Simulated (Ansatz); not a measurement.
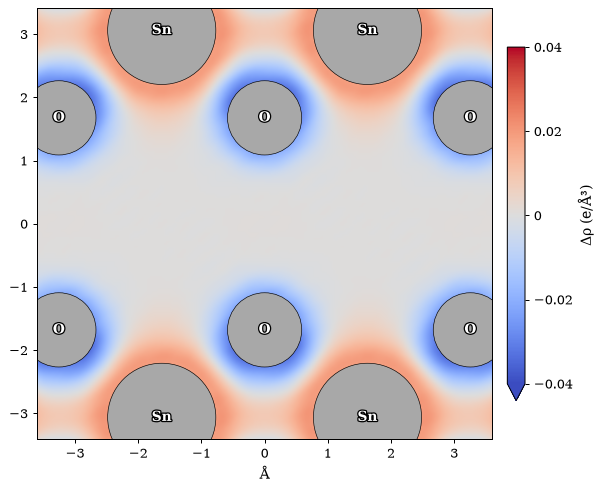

SnO2. Difference of the valence pseudo-densities of two functionals at the same geometry, on the (110) plane of the calculation cell: PBEsol less r2SCAN.

Both computed with Ansatz (plane waves, PAW), on the same k-point mesh. Grey discs cover the atomic cores.

```
CELL_PARAMETERS angstrom
3.25561 0.00000 0.00000
-1.62780 0.93981 4.83239
1.62780 -2.81944 0.00000
ATOMIC_POSITIONS crystal
Sn 0.50000 0.50000 0.50000
O 0.76283 0.28849 0.76283
O 0.23717 0.71151 0.23717
```

Q: Where does the change of functional move the electrons?

A: Against r2SCAN, PBEsol gives more density around Sn (+0.017 e/Å³ on average at 1.0 Å from the nucleus), less density around O (−0.018 e/Å³ on average at 0.7 Å from the nucleus) and a change of +0.010 e/Å³ at the midpoint of Sn–O.
